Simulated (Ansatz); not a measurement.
# Ru: geometry relaxation (part 1 of 2)

The run: geometry relaxation of Ru (P6/mmm, 6 atoms in the cell). Method and program: DFT PBE, scalar-relativistic, plane waves, PAW, no spin polarisation (Ansatz 0.2.0).

The structure derives from a Materials Project entry. It belongs to a series of runs on one base structure; here: 6 of 6 Ti sites taken by Ru, cell and atoms relaxed. Figures and captions count atoms from 1; the log counts them from 0 in places.

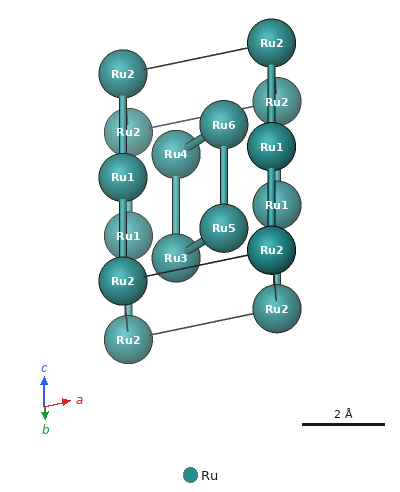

*The starting structure (ball-and-stick view of the cell of the calculation, seen at an oblique angle; atoms are numbered from 1 in the order of the input).*

**Input file**
```yaml
crystal:
  lattice:
    - [2.1335830885, -3.6954743113, 0.0]
    - [-4.2671661769, 0.0, 0.0]
    - [0.0, 0.0, -5.3677048516]
  atoms:
    - { symbol: Ru, position: [1.0, 0.0, 0.5] }
    - { symbol: Ru, position: [1.0, 0.0, 0.0] }
    - { symbol: Ru, position: [0.3333333333, 0.6666666667, 0.25] }
    - { symbol: Ru, position: [0.3333333333, 0.6666666667, 0.75] }
    - { symbol: Ru, position: [0.6666666667, 0.3333333333, 0.25] }
    - { symbol: Ru, position: [0.6666666667, 0.3333333333, 0.75] }
basis:
  ecutwfc: 420
kpoints:
  mp_grid: { grid: [12, 12, 6] }
hamiltonian:
  xc: pbe
scf:
  occupations: { method: gaussian, width: 0.1 }
output:
  forces: true
  stress: true
  eigenvalues: true
  write_density: true
  write_potential: true
  elf: true
  volumetric_format: npy
relax:
  adjacent_minimum: "off"
  f_tol: 0.015
  max_steps: 60
  cell: { stress_tol: 0.15 }
```

Launch command:
```bash
ansatz run input.yaml --threads 1 --pin off --max-ram 2560MiB --backend cpu --events-out ev --progress --plain --runs-dir out
```

**Output**
```
Engine: ansatz 0.2.0, aarch64-unknown-linux-gnu
Pseudopotentials: kind: paw
Pseudopotential: Ru, paw, valence charge 16, recommended cutoff 420 eV (normal), Ru.paw.azcp
Functional definition: PBE
  parameter kappa = 0.804
  parameter beta = 0.06672455060314922
  exchange = pbe_x(kappa = kappa, mu = beta*pi^2/3)
  correlation = pbe_c(beta = beta)
Crystal: 6 atoms, lattice volume = 84.644 Å³
Basis set: ecut = 420 eV, 1655 PW (Γ), exchange–correlation on 60×60×72 points (8 copies of the dense FFT grid, shifted against one another)
Bands: 58, of which v1, the nominal top of the filled ones, is band 48 counted from 1 (47 counted from 0)
Symmetry: 48 space group operations
Space group: P6/mmm (ITA 191), of the structure as read, at distance tolerance 4.4e-5 Å
k-points: 76 of 864
Non-local potential: Ru, projectors of the file, l = 0: 3, l = 1: 2, l = 2: 2, l = 3: 1
PAW form: soft (Blöchl's): semilocal exchange-correlation on the pseudo side does not see the compensation charge
PAW one-centre angular grid: Ru, 590 points (default); XC on 64 Gauss nodes
Initial density: superposition of atomic densities (neutral atoms: chi_scale 0, normalization atom), corrected by the library's trained network
Initial wavefunctions: pseudopotential atomic-orbital guess
Functional: x = pbe(κ = 0.804, μ = 0.2195149727645171), c = pbe(β = 0.06672455060314922)
SCF iter   1: F=—  HF=-35270.596531 eV  |F-HF|=—  |Δ(HF+E_count)|=         —  Δρ=9.38e-3  dr2=3.72e-2  ethr=1.77e-3  ⟨swp⟩=5.2  Hψ=13557  notcnv=0
preconditioner: auto → Kerker (q_TF=auto, 2.786 Å⁻¹)  [metal: Δε(μ)=0.008 eV  Ē_g=4.814 eV  σ=0.100 eV  W_gap=0.04  n_scr=22 (ndim 8)  ℏωp=28.0 eV  f_vac=0.000  D(μ)=7.45/eV (n_scr^D=96)]
SCF iter   2: F=—  HF=-35270.600938 eV  |F-HF|=—  |Δ(HF+E_count)|=   4.41e-3  Δρ=4.88e-3  dr2=1.05e-2  ethr=3.87e-5  ⟨swp⟩=2.3  Hψ=7923  notcnv=0
SCF iter   3: F=—  HF=-35270.602461 eV  |F-HF|=—  |Δ(HF+E_count)|=   1.52e-3  Δρ=6.69e-4  dr2=2.33e-4  ethr=1.10e-5  ⟨swp⟩=2.4  Hψ=7603  notcnv=0
SCF iter   4: F=—  HF=-35270.602500 eV  |F-HF|=—  |Δ(HF+E_count)|=   3.92e-5  Δρ=9.84e-5  dr2=1.11e-5  ethr=2.43e-7  ⟨swp⟩=2.4  Hψ=7297  notcnv=0
SCF iter   5: F=—  HF=-35270.602458 eV  |F-HF|=—  |Δ(HF+E_count)|=   4.24e-5  Δρ=2.96e-5  dr2=6.11e-7  ethr=1.16e-8  ⟨swp⟩=1.4  Hψ=4740  notcnv=0
SCF iter   6: F=-35270.602458 eV  HF=-35270.602458 eV  |F-HF|=1.00e-8  |Δ(HF+E_count)|=   2.75e-8  Δρ=6.06e-6  dr2=2.47e-8  ethr=1.04e-10  ⟨swp⟩=10.9  Hψ=28428  notcnv=0
SCF 1 converged in 6 iterations: F = -35270.602458 eV  dr2 = 2.47e-8
  greatest PAW one-centre occupation: 0.998 electrons in one spin orbital (limit 2), on the Ru atom at site 5 (counted from 0), in its partial waves of l = 0
relax step   1: F+E_penalty+E_count = -35270.60245770 eV  Δ(F+E_penalty+E_count) = +0.000e0 eV  max|allowed force component| = 7.556e-17 eV/Å  Δτ_max = 0.0000 Å  P = -0.011 GPa  Ω = 84.644 Å³  (6 SCF iters, dr2 threshold 1.00e-7 eV, accepted)
Crystal: 6 atoms, lattice volume = 84.613 Å³
Initial density: handed on by an earlier stage of this run
Initial wavefunctions: those handed on with the density
iter 1 solved again at ethr=1.77e-8 eV; its pass at ethr=3.10e-3 eV (dr2=1.70e-5 eV) is discarded
SCF iter   1: F=—  HF=-35270.602540 eV  |F-HF|=—  |Δ(HF+E_count)|=         —  Δρ=9.75e-5  dr2=5.43e-6  ethr=1.77e-8  ⟨swp⟩=3.0  Hψ=18554  notcnv=0
preconditioner: auto → Kerker (q_TF=auto, 2.786 Å⁻¹)  [metal: Δε(μ)=0.004 eV  Ē_g=4.812 eV  σ=0.100 eV  W_gap=0.02  n_scr=22 (ndim 8)  ℏωp=28.0 eV  f_vac=0.000  D(μ)=7.56/eV (n_scr^D=96)]
SCF iter   2: F=—  HF=-35270.602511 eV  |F-HF|=—  |Δ(HF+E_count)|=   2.85e-5  Δρ=5.80e-5  dr2=2.13e-6  ethr=5.66e-9  ⟨swp⟩=1.0  Hψ=4408  notcnv=0
iter 3 did not close the SCF: its close was put off for the readings that it lacked (scf_convergence_deferred on its scf_iter line)
SCF iter   3: F=-35270.602511 eV  HF=-35270.602511 eV  |F-HF|=1.93e-8  |Δ(HF+E_count)|=   3.27e-7  Δρ=8.79e-6  dr2=5.37e-8  ethr=2.22e-9  ⟨swp⟩=2.0  Hψ=5894  notcnv=0
iter 4 did not close the SCF: its close was put off for the readings that it lacked (scf_convergence_deferred on its scf_iter line)
SCF iter   4: F=-35270.602511 eV  HF=-35270.602511 eV  |F-HF|=1.89e-10  |Δ(HF+E_count)|=   3.67e-9  Δρ=1.60e-6  dr2=1.35e-9  ethr=5.60e-11  ⟨swp⟩=2.3  Hψ=6720  notcnv=0
iter 5 did not close the SCF: its close was put off for the readings that it lacked (scf_convergence_deferred on its scf_iter line)
SCF iter   5: F=-35270.602511 eV  HF=-35270.602511 eV  |F-HF|=1.46e-11  |Δ(HF+E_count)|=  6.55e-11  Δρ=3.82e-7  dr2=9.65e-11  ethr=1.41e-12  ⟨swp⟩=2.3  Hψ=7314  notcnv=0
SCF iter   6: F=-35270.602511 eV  HF=-35270.602511 eV  |F-HF|=0.00e0  |Δ(HF+E_count)|=    0.00e0  Δρ=7.88e-8  dr2=4.43e-12  ethr=1.00e-12  ⟨swp⟩=4.0  Hψ=19698  notcnv=0
SCF 2 converged in 6 iterations: F = -35270.602511 eV  dr2 = 4.43e-12
relax step   2: F+E_penalty+E_count = -35270.60251099 eV  Δ(F+E_penalty+E_count) = -5.330e-5 eV  max|allowed force component| = 6.669e-17 eV/Å  Δτ_max = 0.0000 Å  P = +0.059 GPa  Ω = 84.613 Å³  energy of the carried Pulay correction = +7.410e-6 eV  (6 SCF iters, dr2 threshold 1.93e-7 eV, accepted)
Crystal: 6 atoms, lattice volume = 84.636 Å³
iter 1 solved again at ethr=2.41e-9 eV; its pass at ethr=3.10e-3 eV (dr2=2.32e-6 eV) is discarded
SCF iter   1: F=—  HF=-35270.602560 eV  |F-HF|=—  |Δ(HF+E_count)|=         —  Δρ=3.86e-5  dr2=9.68e-7  ethr=2.41e-9  ⟨swp⟩=3.0  Hψ=18558  notcnv=0
preconditioner: auto → Kerker (q_TF=auto, 2.786 Å⁻¹)  [metal: Δε(μ)=0.003 eV  Ē_g=4.811 eV  σ=0.100 eV  W_gap=0.02  n_scr=22 (ndim 8)  ℏωp=28.0 eV  f_vac=0.000  D(μ)=7.56/eV (n_scr^D=96)]
SCF iter   2: F=—  HF=-35270.602528 eV  |F-HF|=—  |Δ(HF+E_count)|=   3.17e-5  Δρ=2.31e-5  dr2=3.43e-7  ethr=1.01e-9  ⟨swp⟩=1.0  Hψ=4408  notcnv=0
iter 3 did not close the SCF: its close was put off for the readings that it lacked (scf_convergence_deferred on its scf_iter line)
SCF iter   3: F=-35270.602528 eV  HF=-35270.602528 eV  |F-HF|=3.62e-9  |Δ(HF+E_count)|=   4.88e-8  Δρ=3.73e-6  dr2=9.77e-9  ethr=3.57e-10  ⟨swp⟩=2.0  Hψ=5964  notcnv=0
iter 4 did not close the SCF: its close was put off for the readings that it lacked (scf_convergence_deferred on its scf_iter line)
SCF iter   4: F=-35270.602528 eV  HF=-35270.602528 eV  |F-HF|=4.37e-11  |Δ(HF+E_count)|=   1.29e-9  Δρ=7.96e-7  dr2=2.50e-10  ethr=1.02e-11  ⟨swp⟩=2.3  Hψ=6840  notcnv=0
iter 5 did not close the SCF: its close was put off for the readings that it lacked (scf_convergence_deferred on its scf_iter line)
SCF iter   5: F=-35270.602528 eV  HF=-35270.602528 eV  |F-HF|=0.00e0  |Δ(HF+E_count)|=    0.00e0  Δρ=1.73e-7  dr2=1.73e-11  ethr=1.00e-12  ⟨swp⟩=1.1  Hψ=4434  notcnv=0
SCF iter   6: F=-35270.602528 eV  HF=-35270.602528 eV  |F-HF|=0.00e0  |Δ(HF+E_count)|=    0.00e0  Δρ=4.71e-8  dr2=1.45e-12  ethr=1.00e-12  ⟨swp⟩=4.0  Hψ=19200  notcnv=0
SCF 3 converged in 6 iterations: F = -35270.602528 eV  dr2 = 1.45e-12
relax step   3: F+E_penalty+E_count = -35270.60252792 eV  Δ(F+E_penalty+E_count) = -1.692e-5 eV  max|allowed force component| = 8.558e-17 eV/Å  Δτ_max = 0.0000 Å  P = -0.009 GPa  Ω = 84.636 Å³  energy of the carried Pulay correction = -7.802e-7 eV  (6 SCF iters, dr2 threshold 1.04e-7 eV, accepted)
Initial wavefunctions: pseudopotential atomic-orbital guess (no wavefunctions were taken with the density)
iter 1 solved again at ethr=5.58e-8 eV; its pass at ethr=3.10e-3 eV (dr2=5.35e-5 eV) is discarded
SCF iter   1: F=—  HF=-35270.602564 eV  |F-HF|=—  |Δ(HF+E_count)|=         —  Δρ=3.30e-6  dr2=2.07e-9  ethr=5.58e-8  ⟨swp⟩=3.0  Hψ=26134  notcnv=0
eigensolver tolerance schedule: the retry pair's looser diagonalisation over-reported the residual by 25909.41 of it (diagonalisation noise at 0.87 of the residual, at the tolerance the schedule requests for it); recorded, not acted on — ethr = c·dr2/N_el stays at c = 1.0e-1
SCF iter   2: F=—  HF=-35270.602529 eV  |F-HF|=—  |Δ(HF+E_count)|=   3.50e-5  Δρ=1.20e-6  dr2=2.55e-10  ethr=2.15e-12  ⟨swp⟩=3.0  Hψ=11763  notcnv=0
iter 3 did not close the SCF: its close was put off for the readings that it lacked (scf_convergence_deferred on its scf_iter line)
SCF iter   3: F=-35270.602529 eV  HF=-35270.602529 eV  |F-HF|=2.91e-11  |Δ(HF+E_count)|=  8.73e-11  Δρ=6.78e-7  dr2=8.58e-11  ethr=1.00e-12  ⟨swp⟩=1.0  Hψ=4408  notcnv=0
iter 4 did not close the SCF: its close was put off for the readings that it lacked (scf_convergence_deferred on its scf_iter line)
SCF iter   4: F=-35270.602529 eV  HF=-35270.602529 eV  |F-HF|=0.00e0  |Δ(HF+E_count)|=  5.09e-11  Δρ=8.53e-8  dr2=2.23e-12  ethr=1.00e-12  ⟨swp⟩=1.0  Hψ=4408  notcnv=0
iter 5 did not close the SCF: its close was put off for the readings that it lacked (scf_convergence_deferred on its scf_iter line)
SCF iter   5: F=-35270.602529 eV  HF=-35270.602529 eV  |F-HF|=0.00e0  |Δ(HF+E_count)|=    0.00e0  Δρ=2.58e-8  dr2=2.51e-13  ethr=1.00e-12  ⟨swp⟩=1.0  Hψ=4408  notcnv=0
iter 6 did not close the SCF: its close was put off for the readings that it lacked (scf_convergence_deferred on its scf_iter line)
SCF iter   6: F=-35270.602529 eV  HF=-35270.602529 eV  |F-HF|=0.00e0  |Δ(HF+E_count)|=    0.00e0  Δρ=6.32e-9  dr2=1.06e-14  ethr=1.00e-12  ⟨swp⟩=1.0  Hψ=4408  notcnv=0
SCF iter   7: F=-35270.602529 eV  HF=-35270.602529 eV  |F-HF|=7.28e-12  |Δ(HF+E_count)|=    0.00e0  Δρ=1.24e-9  dr2=9.34e-16  ethr=1.00e-12  ⟨swp⟩=2.2  Hψ=12886  notcnv=0
SCF 4 converged in 7 iterations: F = -35270.602529 eV  dr2 = 9.34e-16
relax step   4: F+E_penalty+E_count = -35270.60252853 eV  Δ(F+E_penalty+E_count) = -6.113e-7 eV  max|allowed force component| = 8.635e-17 eV/Å  Δτ_max = 0.0000 Å  P = -0.009 GPa  Ω = 84.636 Å³  stress off target by 1.01e-2 GPa  SCF on the basis re-selected at this cell (its energy is not comparable with the rows above)  (7 SCF iters)
```

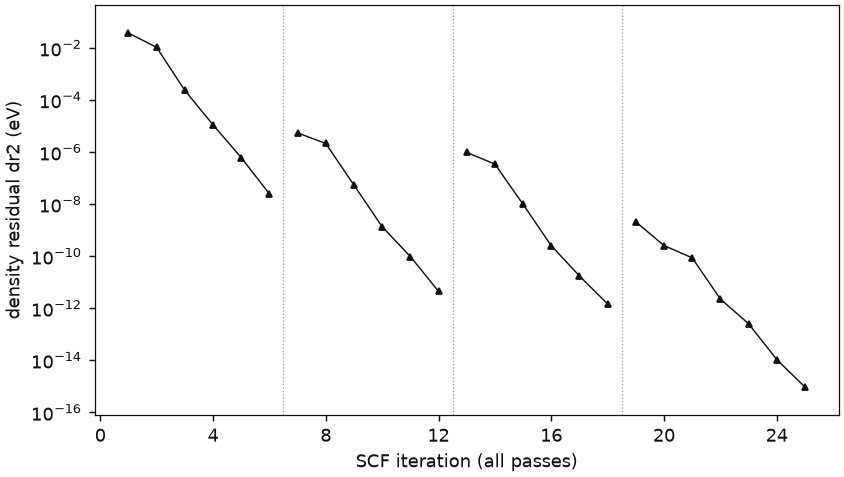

*Convergence of the self-consistent field: density residual dr2 against the SCF iteration. The dotted lines part the SCF passes of the relaxation: geometry steps, rejected trials and re-solves on a re-selected basis.*

The passes take 6, 6, 6 and 7 iterations.

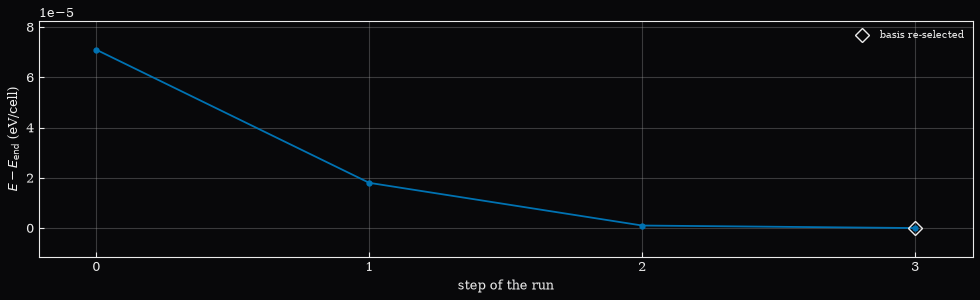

*Progress of the relaxation, step by step (the first geometry is step 0 here and step 1 in the log).*

After 2 geometry steps the energy has fallen by 0.1 meV per cell of the calculation. All forces vanish by symmetry, so only the cell relaxes. Pressure: −0.01 GPa at the start and −0.01 GPa at the end. No atom moves by more than 0.005 Å relative to the cell. The space group stays P6/mmm (No. 191). A last SCF at the same geometry on a re-selected plane-wave basis shifts the energy by next to nothing (0.0 meV per cell of the calculation). (Atoms are counted from 1 in the order of the input.)

```
basis re-selected at this cell: Δ(F+E_penalty+E_count) = -6.113e-7 eV, ΔP = +0.000 GPa vs the last step (what re-selecting the basis moved, of the pressure what is left beyond the Pulay correction that the steps carried, after the strain that the cell walked since its last selection, with what the two solves' SCF thresholds leave and, on support functions, any second-order correction that the steps lacked; it is no measure of the basis error at this ecutwfc). This SCF's stress stands 1.01e-2 GPa from its target on what of the cell is left free (relax.cell.stress_tol is 1.50e-1 GPa) and its largest allowed force component is 8.64e-17 eV/Å (relax.f_tol is 1.50e-2 eV/Å): within both
SCF converged after 7 iterations
Free energy (F): -35270.602529 eV
Harris-Foulkes:  -35270.602529 eV  (|F-HF|=7.28e-12)
Internal energy: -35270.564724 eV  (E = F + TS)
E sigma→0 (E₀):  -35270.583626 eV
Entropy (-TS):   -0.037805 eV (-6.301 meV/atom)
Fermi energy:    22.638413 eV
```
